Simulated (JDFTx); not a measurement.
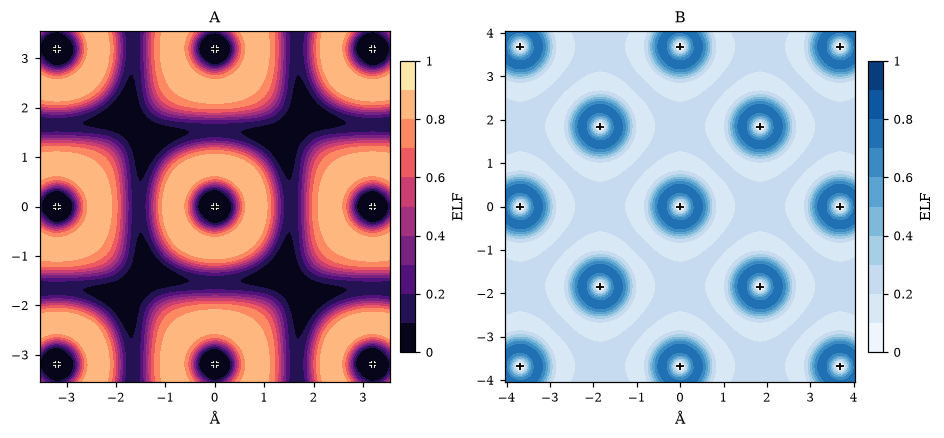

The electron localisation function of 2 systems, each on a plane through atoms (crosses mark nuclei in the plane).

These are results of Kohn-Sham DFT of a periodic cell, PBEsol, PseudoDojo-SR-PBEsol-0.4.1-standard (JDFTx), not measurements.

System 1: Cu, the (010) plane of the conventional cell. Space group Fm-3m; computed pressure about −14 GPa in this cell.

System 2: BaS, the (001) plane of the conventional cell. Space group Fm-3m.

```yaml
crystal:
  lattice:
    - [6.38750, 0.00000, 0.00000]
    - [0.00000, 6.38750, 0.00000]
    - [0.00000, 0.00000, 6.38750]
  atoms:
    - { symbol: Ba, position: [0.00000, 0.00000, 0.00000] }
    - { symbol: Ba, position: [0.50000, 0.50000, 0.00000] }
    - { symbol: Ba, position: [0.50000, 0.00000, 0.50000] }
    - { symbol: Ba, position: [0.00000, 0.50000, 0.50000] }
    - { symbol: S, position: [0.50000, 0.00000, 0.00000] }
    - { symbol: S, position: [0.00000, 0.50000, 0.00000] }
    - { symbol: S, position: [0.00000, 0.00000, 0.50000] }
    - { symbol: S, position: [0.50000, 0.50000, 0.50000] }
```

Q: Which map belongs to which system?

A: Panel A is system 2, BaS: the plane holds Ba and S. Ba–S (3.19 Å): the ELF peaks at about 0.85 in the valence shell of S, 0.8 Å from its nucleus, and drops to about 0.15 between the two atoms: an ionic contact with no shared pair. Panel B is system 1, Cu: the plane holds Cu. Cu–Cu (2.61 Å): the ELF is about 0.20 at the midpoint (no shared electron pair shows on this line).
